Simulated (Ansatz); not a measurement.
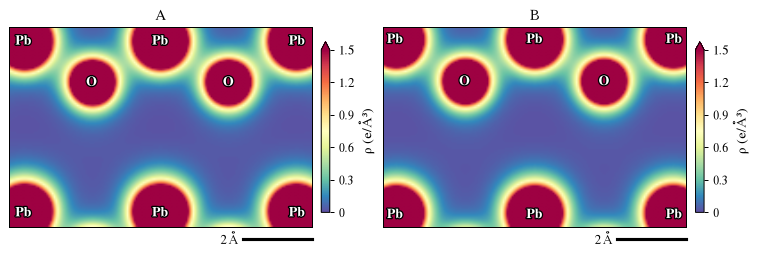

PbO. The valence charge density (pseudo) of two cells that differ in size, on the (010) plane of each (indices in the axes of the calculation cell), at one length scale and on one colour scale: B has 20.7 Å³ an atom and A 19.5.

All numbers below come from Ansatz, Kohn-Sham DFT of a periodic cell, PBE, spin-orbit coupling, Ansatz PAW.

In a PAW calculation such maps are meaningful between the atoms, not at the nuclei.

**What changes from the larger cell to the smaller?**

From the larger cell to the smaller, Pb–O goes from 2.36 to 2.31 Å, and the density at its midpoint from 0.43 to 0.47 e/Å³; the pressure goes from −0.3 to 4.6 GPa; the Kohn–Sham gap goes from 1.4 eV to 1.3 eV.
